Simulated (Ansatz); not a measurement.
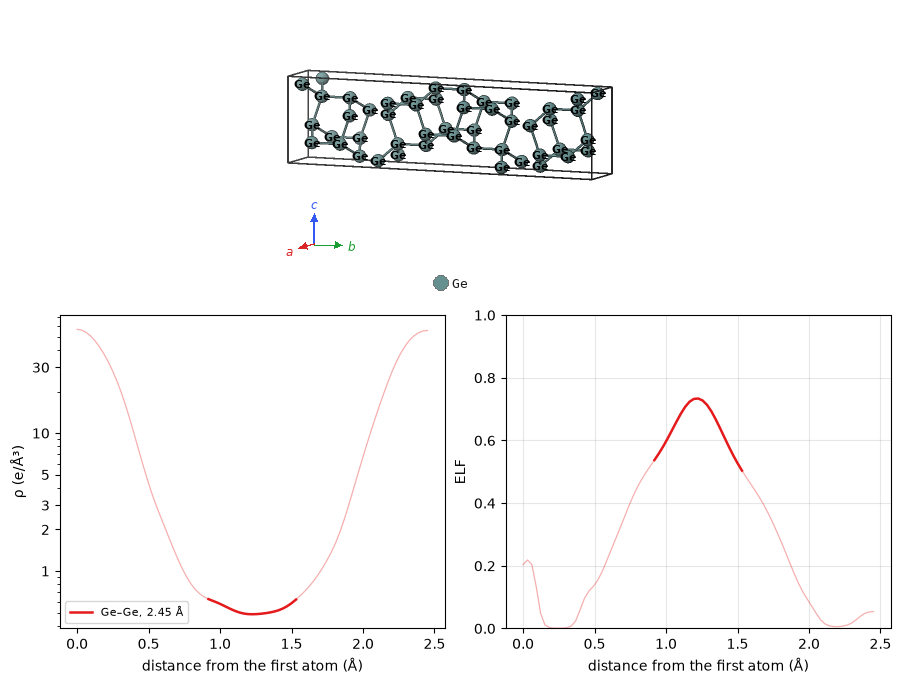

The picture shows: Ge. Valence charge density (pseudo) and ELF along straight lines between neighbouring atoms. Thin, pale parts lie inside the atomic spheres. The structure is drawn too.

Space group Fmm2; a structure from a database of computed crystals, not necessarily the ambient phase; not relaxed (largest force 0.7 eV/Å).

Method: DFT PBEsol, scalar-relativistic, plane waves, PAW in Ansatz 0.2.0.

In a PAW calculation such maps are meaningful between the atoms, not at the nuclei.

```
CELL_PARAMETERS angstrom
-2.00208 -3.46771 0.00000
0.00000 0.00000 -26.29010
6.00625 -3.46771 0.00000
ATOMIC_POSITIONS crystal
Ge 0.00000 0.17160 0.25000
Ge 0.00000 0.67160 0.75000
Ge 0.50000 0.17160 0.75000
Ge 0.50000 0.67160 0.25000
Ge 0.00000 0.07840 0.25000
Ge 0.00000 0.57840 0.75000
Ge 0.50000 0.07840 0.75000
Ge 0.50000 0.57840 0.25000
Ge 0.00000 0.42160 0.75000
Ge 0.00000 0.92160 0.25000
Ge 0.50000 0.42160 0.25000
Ge 0.50000 0.92160 0.75000
Ge 0.00000 0.32840 0.75000
Ge 0.00000 0.82840 0.25000
Ge 0.50000 0.32840 0.25000
Ge 0.50000 0.82840 0.75000
Ge 0.00000 0.20293 0.58333
Ge 0.00000 0.70293 0.08333
Ge 0.50000 0.20293 0.08333
Ge 0.50000 0.70293 0.58333
Ge 0.00000 0.04707 0.91667
Ge 0.00000 0.54707 0.41667
Ge 0.50000 0.04707 0.41667
Ge 0.50000 0.54707 0.91667
Ge 0.00000 0.45293 0.41667
Ge 0.00000 0.95293 0.91667
Ge 0.50000 0.45293 0.91667
Ge 0.50000 0.95293 0.41667
Ge 0.00000 0.29707 0.08333
Ge 0.00000 0.79707 0.58333
Ge 0.50000 0.29707 0.58333
Ge 0.50000 0.79707 0.08333
```

What can be read from the curves?

Answer. Ge–Ge (2.45 Å): ρ at the midpoint is about 0.49 e/Å³; the ELF peaks at about 0.75 between the atoms.
